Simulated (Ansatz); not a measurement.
This input was run:

```
crystal:
  lattice:
    - [4.4897390481, 0.0, 0.0]
    - [-2.244869524, 3.888228072, 0.0]
    - [0.0, 0.0, 4.2340632411]
  atoms:
    - { symbol: Al, position: [0.0, 0.0, 0.5] }
    - { symbol: Cu, position: [0.6658680073, 0.0, 0.0] }
    - { symbol: Cu, position: [0.0, 0.6658680073, 0.0] }
    - { symbol: Cu, position: [0.3341319927, 0.3341319927, 0.0] }
    - { symbol: Cu, position: [0.3333333333, 0.6666666667, 0.5] }
    - { symbol: Cu, position: [0.6666666667, 0.3333333333, 0.5] }
basis:
  ecutwfc: 420
kpoints:
  mp_grid: { grid: [12, 12, 10] }
  band_path:
    path:
      - [[0.0, 0.0, 0.0], [0.5, 0.0, 0.0], [0.33333333, 0.33333333, 0.0], [0.0, 0.0, 0.0], [0.0, 0.0, 0.5], [0.5, 0.0, 0.5], [0.33333333, 0.33333333, 0.5], [0.0, 0.0, 0.5]]
      - [[0.5, 0.0, 0.5], [0.5, 0.0, 0.0]]
      - [[0.33333333, 0.33333333, 0.5], [0.33333333, 0.33333333, 0.0]]
    npoints: 14
hamiltonian:
  xc: pbe
scf:
  occupations: { method: gaussian, width: 0.1 }
  n_extra_bands: 15
output:
  forces: true
  stress: true
  eigenvalues: true
  populations: true
  dos: { projected: true, de: 0.02, nscf_kmesh: { grid: [15, 15, 12] } }
  bader: true
  write_density: true
  write_potential: true
  elf: true
  volumetric_format: npy
```

Command:
```bash
ansatz run input.yaml --threads 1 --pin off --max-ram 2560MiB --backend cpu --events-out ev --progress --plain --runs-dir out
```

Predict the main features of the band structure. The path is Γ–M–K–Γ–A–L–H–A|L–M|H–K.

A metal: 4 bands cross the Fermi level along this path. Bands cross the Fermi level on Γ–M, K–Γ, A–L, H–A, L–M and H–K, and not on M–K, Γ–A and L–H. At Γ the nearest levels lie 2.00 eV below and 1.40 eV above the Fermi level.

The structure is an invented one, so it need not be a known or stable phase.

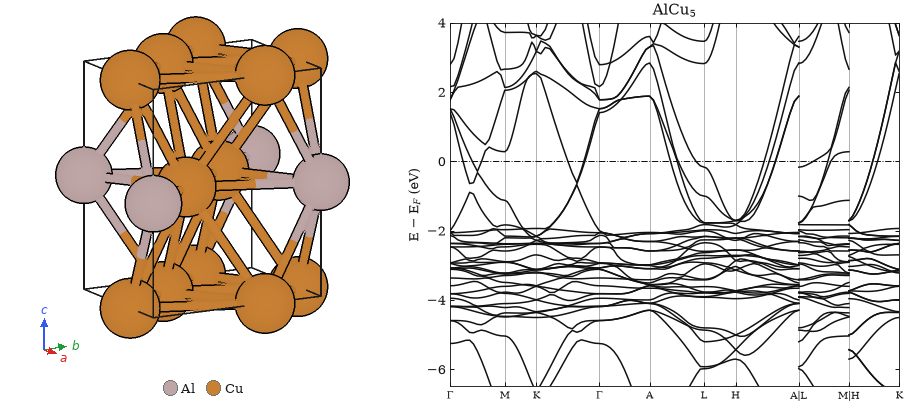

Band structure, beside the structure. Energies are counted from the Fermi level.
